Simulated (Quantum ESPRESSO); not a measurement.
# Run report: MoS$_{2}$, relaxation of cell and atoms (part 2 of 2)

Continued. System: MoS$_{2}$ (P-6m2, 3 atoms in the cell). Method: Kohn-Sham DFT of a periodic cell, PBEsol, GBRV 1.5 PBEsol (Quantum ESPRESSO 7.5); cutoff 707.5 eV, 10×10×2 k-mesh, fermi-dirac of 0.05 eV. The structure derives from a Materials Project entry. The run did not end well.

Geometry of the input (Å; fractional positions):
```
3.1841  0.0000  0.0000
-1.5921  2.7575  0.0000
0.0000  0.0000  17.3346
Mo 0.0000  0.0000  0.0000
S  0.3333  0.6667  0.9105
S  0.3333  0.6667  0.0895
```

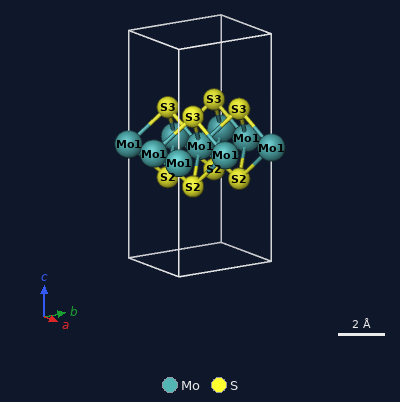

Figure 1. The structure (ball-and-stick view of the 2 × 2 repeat of the cell, with the vacuum cut short, seen slightly off an axis; atoms are numbered from 1 in the order of the input). An atom can appear more than once, as a periodic image.

## Log, continued
```
   -61.0292 -35.2856 -35.1673 -35.1215 -12.9626 -12.4488  -5.3708  -4.5212
    -4.0092  -3.5950  -2.5461  -1.4656  -1.0692   1.7736   2.2724   2.6025
     4.1670   7.2487   7.5569   8.1319

          k = 0.2000 0.3464-0.0918 (  6510 PWs)   bands (ev):

   -61.0292 -35.2856 -35.1673 -35.1215 -12.9626 -12.4488  -5.3708  -4.5212
    -4.0092  -3.5950  -2.5461  -1.4656  -1.0692   1.7736   2.2724   2.6025
     4.1670   7.3507   7.3945   8.1907

          k = 0.2000 0.4619 0.0000 (  6530 PWs)   bands (ev):

   -61.0216 -35.3334 -35.1665 -35.1519 -12.5139 -12.2641  -5.5115  -5.2209
    -4.0083  -3.4958  -2.9698  -1.8930  -0.8083   1.9240   2.5328   2.9368
     4.2908   6.9844   8.2193   8.4085

          k = 0.2000 0.4619-0.0918 (  6522 PWs)   bands (ev):

   -61.0215 -35.3334 -35.1665 -35.1519 -12.5139 -12.2641  -5.5115  -5.2209
    -4.0083  -3.4958  -2.9698  -1.8930  -0.8083   1.9240   2.5328   2.9368
     4.2908   6.9850   8.2342   8.3714

          k = 0.2000 0.5774 0.0000 (  6519 PWs)   bands (ev):

   -61.0186 -35.3501 -35.1851 -35.1460 -12.3270 -12.1865  -5.5323  -5.4904
    -4.2136  -3.3635  -3.0157  -2.1553  -0.5530   1.7318   2.9184   3.0911
     4.2901   6.3768   8.4392   9.3793

          k = 0.2000 0.5774-0.0918 (  6508 PWs)   bands (ev):

   -61.0186 -35.3502 -35.1851 -35.1460 -12.3270 -12.1865  -5.5323  -5.4904
    -4.2136  -3.3635  -3.0157  -2.1553  -0.5530   1.7318   2.9183   3.0911
     4.2901   6.3768   8.4393   9.3854

          k = 0.3000 0.5196 0.0000 (  6515 PWs)   bands (ev):

   -61.0175 -35.3166 -35.2329 -35.1437 -12.2638 -12.1473  -5.6506  -5.1364
    -4.1217  -3.7572  -3.2412  -2.2624  -0.4277   1.5001   2.8475   3.1558
     4.5541   6.8548   7.5489   9.1122

          k = 0.3000 0.5196-0.0918 (  6500 PWs)   bands (ev):

   -61.0175 -35.3166 -35.2329 -35.1437 -12.2638 -12.1473  -5.6506  -5.1364
    -4.1217  -3.7572  -3.2412  -2.2624  -0.4277   1.5001   2.8475   3.1558
     4.5541   6.8548   7.5489   9.1087

     the Fermi energy is     0.6081 ev

!    total energy              =    -187.57307969 Ry
     estimated scf accuracy    <          3.7E-10 Ry
     smearing contrib. (-TS)   =      -0.00000000 Ry
     internal energy E=F+TS    =    -187.57307969 Ry

     The total energy is F=E-TS. E is the sum of the following terms:
     one-electron contribution =    -901.77987138 Ry
     hartree contribution      =     451.91552915 Ry
     xc contribution           =     -35.96332077 Ry
     ewald contribution        =     298.25458331 Ry

     convergence has been achieved in   9 iterations

     negative rho (up, down):  1.717E-04 0.000E+00

     Forces acting on atoms (cartesian axes, Ry/au):

     atom    1 type  1   force =     0.00000000    0.00000000    0.00000000
     atom    2 type  2   force =     0.00000000    0.00000000    0.00643922
     atom    3 type  2   force =    -0.00000000   -0.00000000   -0.00643922

     Total force =     0.009106     Total SCF correction =     0.000041

     Computing stress (Cartesian axis) and pressure

     negative rho (up, down):  1.717E-04 0.000E+00
          total   stress  (Ry/bohr**3)                   (kbar)     P=      -12.34
  -0.00010671   0.00000000  -0.00000000          -15.70        0.00       -0.00
   0.00000000  -0.00010671   0.00000000            0.00      -15.70        0.00
   0.00000000  -0.00000000  -0.00003814            0.00       -0.00       -5.61

     BFGS Geometry Optimization
     Energy error            =      2.2E-01 Ry
     Gradient error          =      6.4E-03 Ry/Bohr
     Cell gradient error     =      2.2E+02 kbar

     number of scf cycles    =   1
     number of bfgs steps    =   0

     enthalpy           new  =    -186.1766344875 Ry

     new trust radius        =       0.2349627838 bohr
     new conv_thr            =       0.0000000006 Ry

     new unit-cell volume =    919.89102 a.u.^3 (   136.31378 Ang^3 )
     density =      1.94993 g/cm^3

CELL_PARAMETERS (alat=  6.01712624)
   0.963342884   0.000000000   0.000000000
  -0.481671442   0.834279410  -0.000000000
  -0.000000000   0.000000000   5.253836929

ATOMIC_POSITIONS (alat)
Mo               0.0000000000        0.0000000000        0.0000000000
S                0.0000000000        0.5561862735        4.7846881606
S                0.0000000000        0.5561862735        0.4691487684

     NEW-OLD atomic charge density approx. for the potential
     New effective cutoffs (rho, wfc):  445.97   56.03

     negative rho (up, down):  3.854E-04 0.000E+00

     Self-consistent Calculation

     iteration #  1     ecut=    52.00 Ry     beta= 0.50
     Davidson diagonalization with overlap
     c_bands:  1 eigenvalues not converged
     ethr =  1.00E-06,  avg # of iterations = 13.7

     negative rho (up, down):  3.994E-04 0.000E+00

     total energy              =    -187.55337736 Ry
     estimated scf accuracy    <       0.00911196 Ry

[... 83 further cycles ...]
     iteration #  1     ecut=    52.00 Ry     beta= 0.50
     Davidson diagonalization with overlap
     ethr =  1.00E-06,  avg # of iterations = 12.6

     total energy              =    -187.54919210 Ry
     estimated scf accuracy    <       0.01399582 Ry

     iteration #  2     ecut=    52.00 Ry     beta= 0.50
     Davidson diagonalization with overlap
     ethr =  5.38E-05,  avg # of iterations =  3.0

     total energy              =    -187.55141481 Ry
     estimated scf accuracy    <       0.05576269 Ry

     iteration #  3     ecut=    52.00 Ry     beta= 0.50
     Davidson diagonalization with overlap
     ethr =  5.38E-05,  avg # of iterations =  2.0

     total energy              =    -187.55956186 Ry
     estimated scf accuracy    <       0.00013941 Ry

     iteration #  4     ecut=    52.00 Ry     beta= 0.50
     Davidson diagonalization with overlap
     ethr =  5.36E-07,  avg # of iterations =  4.8

     total energy              =    -187.56009665 Ry
     estimated scf accuracy    <       0.00004621 Ry

     iteration #  5     ecut=    52.00 Ry     beta= 0.50
     Davidson diagonalization with overlap
     ethr =  1.78E-07,  avg # of iterations =  1.8

     total energy              =    -187.56027103 Ry
     estimated scf accuracy    <       0.00000309 Ry

     iteration #  6     ecut=    52.00 Ry     beta= 0.50
     Davidson diagonalization with overlap
     ethr =  1.19E-08,  avg # of iterations =  2.7

     total energy              =    -187.56031803 Ry
     estimated scf accuracy    <       0.00000010 Ry

     iteration #  7     ecut=    52.00 Ry     beta= 0.50
     Davidson diagonalization with overlap
     ethr =  3.87E-10,  avg # of iterations =  4.4

     total energy              =    -187.56032957 Ry
     estimated scf accuracy    <       0.00000002 Ry

     iteration #  8     ecut=    52.00 Ry     beta= 0.50
     Davidson diagonalization with overlap
     ethr =  8.75E-11,  avg # of iterations =  2.6

     total energy              =    -187.56033246 Ry
     estimated scf accuracy    <          4.6E-09 Ry

     iteration #  9     ecut=    52.00 Ry     beta= 0.50
     Davidson diagonalization with overlap
     ethr =  1.78E-11,  avg # of iterations =  2.1

     End of self-consistent calculation

          k = 0.0000 0.0000 0.0000 (  6387 PWs)   bands (ev):

   -51.8160 -26.1050 -25.7601 -25.7601  -5.8967  -4.1924   2.4874   5.7889
     5.7889   7.1159   7.1159   7.3497   8.5338  11.9235  11.9235  12.3767
    12.3767  15.2219  15.7744  18.3269

          k = 0.0000-0.0000-0.2231 (  6460 PWs)   bands (ev):

   -51.8160 -26.1050 -25.7601 -25.7601  -5.8709  -4.2456   2.6883   5.7902
     5.7902   6.6012   7.1130   7.1130   9.1310  11.9085  11.9085  12.3995
    12.3995  15.3208  16.0935  18.3010

          k = 0.0000 0.1196-0.0000 (  6450 PWs)   bands (ev):

   -51.8101 -26.0935 -25.8159 -25.7724  -5.7208  -4.1353   2.6677   5.4551
     5.9758   6.2814   6.8544   7.9318   8.5070  11.7676  11.8206  12.1654
    12.2366  15.8336  16.1714  18.9855

          k = 0.0000 0.1196-0.2231 (  6448 PWs)   bands (ev):

   -51.8101 -26.0936 -25.8159 -25.7724  -5.6950  -4.1860   2.8667   5.4608
     5.9775   5.9871   6.8511   7.5020   8.9948  11.7029  12.0274  12.1893
    12.2193  16.0678  16.2462  19.3136

          k = 0.0000 0.2391-0.0000 (  6490 PWs)   bands (ev):

   -51.7946 -26.0635 -25.9597 -25.8046  -5.2339  -3.9780   3.0426   4.8364
     5.3377   6.2944   6.4838   7.9454   8.2214  11.1038  11.7322  11.9568
    12.8869  16.2042  17.7383  18.7533

          k = 0.0000 0.2391-0.2231 (  6504 PWs)   bands (ev):

   -51.7946 -26.0635 -25.9597 -25.8046  -5.2083  -4.0217   3.2134   4.8759
     5.1583   6.2905   6.4868   7.5251   8.4538  11.5652  11.7301  11.7565
    12.8610  16.5325  17.4965  18.8473

          k = 0.0000 0.3587-0.0000 (  6510 PWs)   bands (ev):

   -51.7754 -26.1333 -26.0262 -25.8441  -4.5597  -3.7648   3.0154   4.4836
     4.6161   5.7482   7.1412   7.5241   7.6891  11.1209  11.4026  12.6214
    13.4484  16.2932  17.4459  17.5289

          k = 0.0000 0.3587-0.2231 (  6514 PWs)   bands (ev):

   -51.7754 -26.1333 -26.0262 -25.8441  -4.5354  -3.7993   3.0939   4.3773
     4.7406   5.7437   7.1476   7.1634   7.8096  11.4229  11.5659  12.2714
    13.4070  16.3822  17.4952  18.3724

          k = 0.0000 0.4782-0.0000 (  6506 PWs)   bands (ev):

   -51.7598 -26.2706 -25.9958 -25.8758  -3.9217  -3.5729   2.6198   3.8522
     4.4374   5.3774   7.1923   7.6703   7.7668  11.3394  11.5890  13.0992
    13.7547  15.6024  16.7487  17.0180

          k = 0.0000 0.4782-0.2231 (  6522 PWs)   bands (ev):

   -51.7598 -26.2706 -25.9958 -25.8758  -3.9002  -3.5990   2.6609   3.7813
     4.5625   5.3726   6.8694   7.6826   7.9176  11.3506  11.8360  12.7389
    13.6981  16.2515  16.4018  18.2539

          k =-0.0000-0.5978 0.0000 (  6530 PWs)   bands (ev):

   -51.7538 -26.3223 -25.9841 -25.8878  -3.6441  -3.4938   2.4273   3.6144
     4.2477   5.2479   7.0831   7.8599   8.0414  11.3879  11.9341  13.2038
    13.8432  14.7569  17.0087  17.0220

          k =-0.0000-0.5978-0.2231 (  6504 PWs)   bands (ev):

   -51.7538 -26.3223 -25.9841 -25.8878  -3.6244  -3.5165   2.4630   3.5530
     4.3627   5.2430   6.7737   7.8754   8.2139  11.3933  12.0375  12.8454
    13.7804  15.6126  16.5429  17.6837

          k = 0.1035 0.1793-0.0000 (  6473 PWs)   bands (ev):

   -51.7994 -26.0728 -25.9116 -25.7987  -5.3889  -4.0275   2.9594   4.9901
     5.6821   6.2502   6.3047   8.1746   8.3521  11.2435  11.6529  11.7975
    12.8294  16.2582  17.2885  19.0213

          k = 0.1035 0.1793-0.2231 (  6460 PWs)   bands (ev):

   -51.7994 -26.0728 -25.9116 -25.7987  -5.3632  -4.0735   3.1460   5.0117
     5.4585   6.2330   6.3080   7.7609   8.6510  11.5232  11.6096  11.8777
    12.7629  16.4987  17.2839  19.1959

          k = 0.1035 0.2989-0.0000 (  6486 PWs)   bands (ev):

   -51.7820 -26.0604 -26.0391 -25.8444  -4.8044  -3.8383   3.1682   4.6594
     4.8860   5.5968   6.7264   7.9208   7.9992  10.8852  11.5359  11.9730
    13.5271  16.5407  18.1696  18.3414

          k = 0.1035 0.2989-0.2231 (  6478 PWs)   bands (ev):

   -51.7820 -26.0604 -26.0391 -25.8444  -4.7794  -3.8762   3.2832   4.7558
     4.7756   5.5231   6.7349   7.6647   8.0388  11.2343  11.7273  11.7347
    13.3905  16.7060  18.2539  18.5290

          k = 0.1035 0.4185-0.0000 (  6522 PWs)   bands (ev):

   -51.7646 -26.2056 -26.0052 -25.8901  -4.1344  -3.6255   2.9003   4.0151
     4.6544   5.3540   6.8439   7.5154   7.8894  11.0536  11.6309  12.6040
    13.8420  16.3589  17.0928  17.6385

          k = 0.1035 0.4185-0.2231 (  6526 PWs)   bands (ev):

   -51.7646 -26.2056 -26.0052 -25.8901  -4.1116  -3.6546   2.9509   3.9600
     4.7926   5.2768   6.8875   7.2288   7.9537  11.3127  11.7683  12.3288
    13.6500  16.6136  17.3579  18.7043

          k = 0.1035 0.5380-0.0000 (  6522 PWs)   bands (ev):

   -51.7538 -26.2938 -25.9842 -25.9183  -3.6536  -3.4782   2.6280   3.4829
     4.3737   5.3132   7.0454   7.1548   8.2143  11.3570  11.9255  13.1289
    13.6792  15.1365  17.3156  17.6676

          k = 0.1035 0.5380-0.2231 (  6514 PWs)   bands (ev):

   -51.7538 -26.2938 -25.9842 -25.9183  -3.6336  -3.5014   2.6640   3.4397
     4.4920   5.2653   6.8699   7.1149   8.2971  11.4391  12.0417  12.9059
    13.4030  16.0643  17.0719  18.0459

          k = 0.2071 0.3587-0.0000 (  6517 PWs)   bands (ev):

   -51.7664 -26.1625 -26.0088 -25.9145  -4.2138  -3.6406   3.0960   4.0945
     4.8365   5.2198   6.3210   7.8302   7.8923  10.8649  11.7036  12.1381
    14.0499  16.7223  17.6762  18.3050

          k = 0.2071 0.3587-0.2231 (  6510 PWs)   bands (ev):

   -51.7664 -26.1625 -26.0088 -25.9145  -4.1905  -3.6710   3.1543   4.0706
     4.9918   5.0752   6.3392   7.5724   7.9315  11.2406  11.7997  11.8872
    13.8007  17.0020  18.1367  18.4872

          k = 0.2071 0.4782-0.0000 (  6530 PWs)   bands (ev):

   -51.7538 -26.2337 -25.9842 -25.9815  -3.6688  -3.4526   3.0120   3.2990
     4.7708   5.3629   5.8825   7.3310   8.1666  11.1993  11.9849  12.4542
    14.2037  15.9827  17.3223  18.4988

          k = 0.2071 0.4782-0.2231 (  6522 PWs)   bands (ev):

   -51.7538 -26.2337 -25.9842 -25.9815  -3.6482  -3.4766   3.0507   3.2784
     4.9008   5.2502   5.9420   7.0931   8.1991  11.4013  12.1105  12.2146
    13.9043  17.0071  17.3080  18.4174

          k = 0.2071 0.5978-0.0000 (  6519 PWs)   bands (ev):

   -51.7490 -26.2586 -26.0091 -25.9748  -3.4390  -3.3720   2.9935   3.0402
     4.4438   5.5227   5.8867   7.0284   8.4493  11.0927  12.4014  12.5883
    14.1975  15.2549  17.5320  18.8616

          k = 0.2071 0.5978-0.2231 (  6508 PWs)   bands (ev):

   -51.7490 -26.2586 -26.0091 -25.9748  -3.4200  -3.3933   2.9722   3.0727
     4.5491   5.4435   5.9722   6.7731   8.4970  11.1235  12.3614  12.6059
    13.8838  16.2794  17.7317  18.2888

          k = 0.3106 0.5380-0.0000 (  6515 PWs)   bands (ev):

   -51.7471 -26.2096 -26.0799 -25.9712  -3.3593  -3.3228   2.7769   3.4623
     4.5806   5.0579   5.6905   6.9146   8.5858  10.8110  12.2940  12.6491
    14.5861  15.8249  16.4767  19.3478

          k = 0.3106 0.5380-0.2231 (  6500 PWs)   bands (ev):

   -51.7471 -26.2096 -26.0799 -25.9712  -3.3436  -3.3406   2.7613   3.4952
     4.6218   5.2091   5.6067   6.6690   8.6145  10.8320  12.0281  12.9140
    14.3355  16.7445  17.4553  17.7204

     the Fermi energy is     9.9112 ev

!    total energy              =    -187.56033342 Ry
     estimated scf accuracy    <          4.7E-10 Ry
     smearing contrib. (-TS)   =      -0.00000000 Ry
     internal energy E=F+TS    =    -187.56033342 Ry

     The total energy is F=E-TS. E is the sum of the following terms:
     one-electron contribution =    -152.96779084 Ry
     hartree contribution      =      86.22868481 Ry
     xc contribution           =     -36.25035499 Ry
     ewald contribution        =     -84.57087240 Ry

     convergence has been achieved in   9 iterations

     Forces acting on atoms (cartesian axes, Ry/au):

     atom    1 type  1   force =     0.00000000    0.00000000   -0.00000000
     atom    2 type  2   force =     0.00000000    0.00000000   -0.07494889
     atom    3 type  2   force =     0.00000000    0.00000000    0.07494889

     Total force =     0.105994     Total SCF correction =     0.000833

     Computing stress (Cartesian axis) and pressure

          total   stress  (Ry/bohr**3)                   (kbar)     P=      129.18
   0.00078037   0.00000000  -0.00000000          114.80        0.00       -0.00
   0.00000000   0.00078037  -0.00000000            0.00      114.80       -0.00
  -0.00000000  -0.00000000   0.00107362           -0.00       -0.00      157.94

     Energy error            =      3.0E-02 Ry
     Gradient error          =      7.5E-02 Ry/Bohr
     Cell gradient error     =      8.5E+01 kbar

     number of scf cycles    =  11
     number of bfgs steps    =  10

     enthalpy           old  =    -186.9937366447 Ry
     enthalpy           new  =    -187.0241839903 Ry

     CASE: enthalpy          _new < enthalpy          _old

     new trust radius        =       0.3202489896 bohr
     new conv_thr            =       0.0000000006 Ry

     new unit-cell volume =    373.13975 a.u.^3 (    55.29361 Ang^3 )
     density =      4.80711 g/cm^3

CELL_PARAMETERS (alat=  6.01712624)
   0.979806915  -0.000000000   0.000000000
  -0.489903458   0.848537680  -0.000000000
  -0.000000000   0.000000000   2.060119958

ATOMIC_POSITIONS (alat)
Mo              -0.0000000000       -0.0000000000       -0.0000000000
S               -0.0000000000        0.5656917863        1.6068939798
S               -0.0000000000        0.5656917863        0.4532259780

     NEW-OLD atomic charge density approx. for the potential
     New effective cutoffs (rho, wfc): 2886.74  361.53

     Self-consistent Calculation

     iteration #  1     ecut=    52.00 Ry     beta= 0.50
     Davidson diagonalization with overlap
Abort is in progress...hit ctrl-c again to forcibly terminate
```
